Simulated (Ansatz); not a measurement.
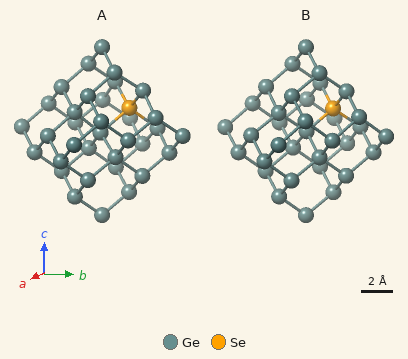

Two geometries of a defect cell of composition Ge₆₃Se (cell charge +2), drawn at one scale. One is the start of a relaxation, the other its converged end. The picture is a ball-and-stick view of the atoms within 5.8 Å of the atom that moves most (axes of the cell of the calculation (origin shifted)), seen slightly off an axis.

Computed with DFT, PBEsol, PAW, plane waves in Ansatz. Set-up: plane-wave cutoff 420 eV; k-point mesh 1 × 1 × 1; mesh shifted by (0.25, 0.25, 0.25); collinear spin; atoms relaxed in a fixed cell; force threshold 0.03 eV/Å; at most 80 steps.

**Which geometry has the lower energy?**

Structure A is the relaxed one. The atoms of the start lie slightly off their symmetric places, so part of the fall in energy undoes that. The largest move is that of a Ge atom, 0.17 Å roughly along [1 −1 −1]. Largest moves by element: Ge 0.17 Å, Se 0.05 Å. The lattice vectors keep their values. Among the contacts that change: Ge–Se 2.399 → 2.605 Å, Ge–Se 2.444 → 2.612 Å, Ge–Se 2.462 → 2.616 Å, Ge–Se 2.462 → 2.574 Å. Bond angles that change, for instance: Ge–Ge–Ge 111.7° → 105.1°, Ge–Ge–Ge 109.3° → 104.2°, Ge–Ge–Se 110.3° → 105.4°. Over 3 geometry steps the energy falls by 0.967 eV per cell of the calculation. The largest force component goes from 1.3 to 0.017 eV/Å. The program noted that the starting moments weren't kept.

Limits of the set-up: the cell is charged, on a uniform background, and energies carry no finite-size correction.
